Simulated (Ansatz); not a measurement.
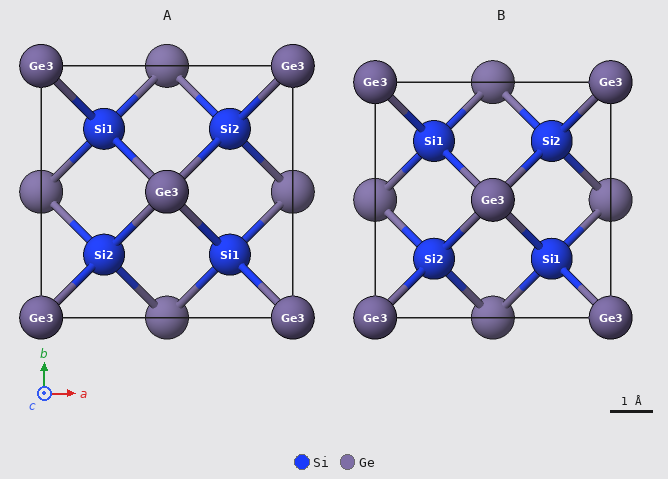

Two geometries of crystalline Si2Ge (built on the fluorite_225 type) (coarse preliminary run), drawn at one scale. One is the start of a relaxation, the other its converged end. Style: ball-and-stick. Shown: the conventional cell (4 times the calculation's cell), along the c axis. Lengths and directions refer to the drawn axes.

These are results of DFT r2SCAN, scalar-relativistic, plane waves, PAW (Ansatz 0.2.0), not measurements. Set-up: plane-wave cutoff 500 eV; k-point mesh 6 × 6 × 6; occupations gaussian; smearing width 0.1 eV; no spin polarisation; cell and atoms relaxed; force threshold 0.04 eV/Å; at most 70 steps.

### Which one is relaxed?

Structure A is the relaxed one. Case: fluorite type (Fm-3m, No. 225). The atoms keep their places relative to the cell (all moves are under 0.005 Å). The drawn cell changes as follows: a = b = c 5.709 → 6.103 Å (+6.9 %); the volume changes by +22.1 %. Some distances before and after: Si1–Ge3 2.472 → 2.642 Å. The space group stays Fm-3m (No. 225). Over 4 accepted moves (5 points after the start) the energy falls by 158 meV per atom. All forces vanish by symmetry, so only the cell relaxes. The pressure goes from 18.32 to −0.04 GPa. At 1 point the geometry stayed and the basis and grid were re-selected for the new cell (energy shift of 0.7 meV per atom at most each time). The run took 28 s on 1 thread of Intel(R) Xeon(R) Platinum 8259CL CPU @ 2.50GHz (Skylake/Cascade Lake) (shared host), peak memory 0.53 GiB.
